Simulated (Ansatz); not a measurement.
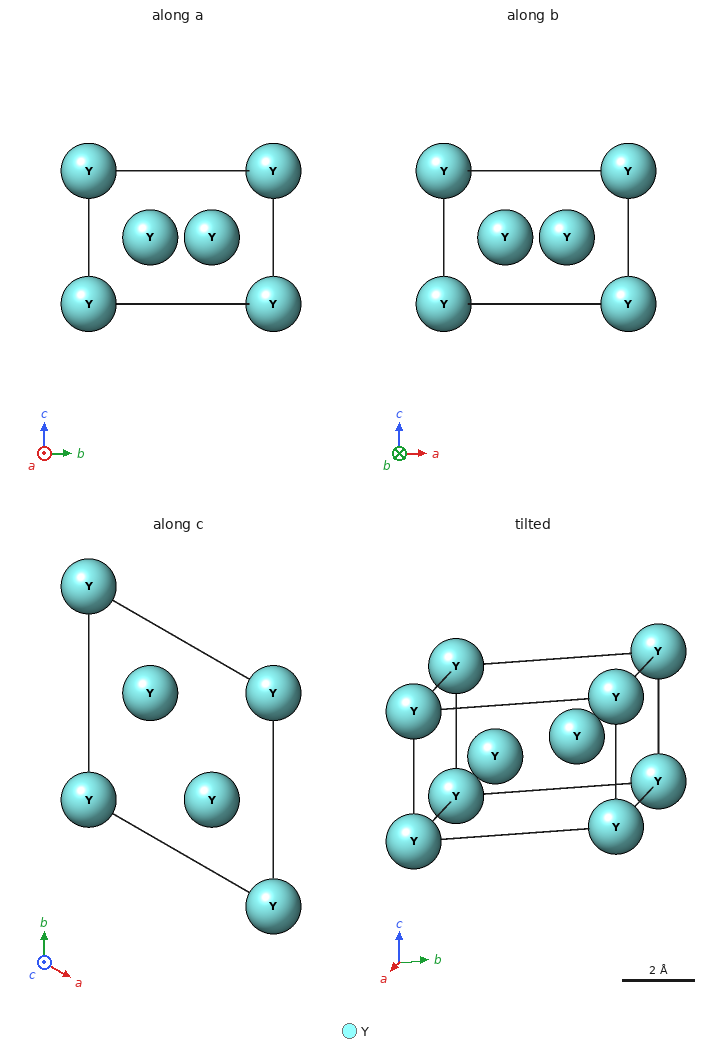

Drawn in the spheres-only manner and seen along the a axis, along the b axis, along the c axis and slightly off an axis. The lines enclose the conventional unit cell; boundary atoms appear with their images.

Lattice parameters: a = 5.9493 Å, b = 5.9493 Å, c = 3.7131 Å, α = 90.000°, β = 90.000°, γ = 120.000°.

Q: From the views, write a CIF with its space group and independent sites.

A:
```cif
data_structure
_symmetry_space_group_name_H-M 'P 6/m m m'
_symmetry_Int_Tables_number 191
_cell_length_a 5.9493
_cell_length_b 5.9493
_cell_length_c 3.7131
_cell_angle_alpha 90.000
_cell_angle_beta 90.000
_cell_angle_gamma 120.000
_cell_volume 113.81
loop_
_atom_site_label
_atom_site_type_symbol
_atom_site_symmetry_multiplicity
_atom_site_Wyckoff_symbol
_atom_site_fract_x
_atom_site_fract_y
_atom_site_fract_z
_atom_site_occupancy
Y1 Y 1 a 0.0000 0.0000 0.0000 1
Y2 Y 2 d 0.3333 0.6667 0.5000 1
```

The structure was taken from a structure type filled with this element by a generator (whether the element takes this form wasn't checked). Earlier steps of the study may have refined or changed the cell and positions. An electronic-structure calculation with Ansatz was run on it.
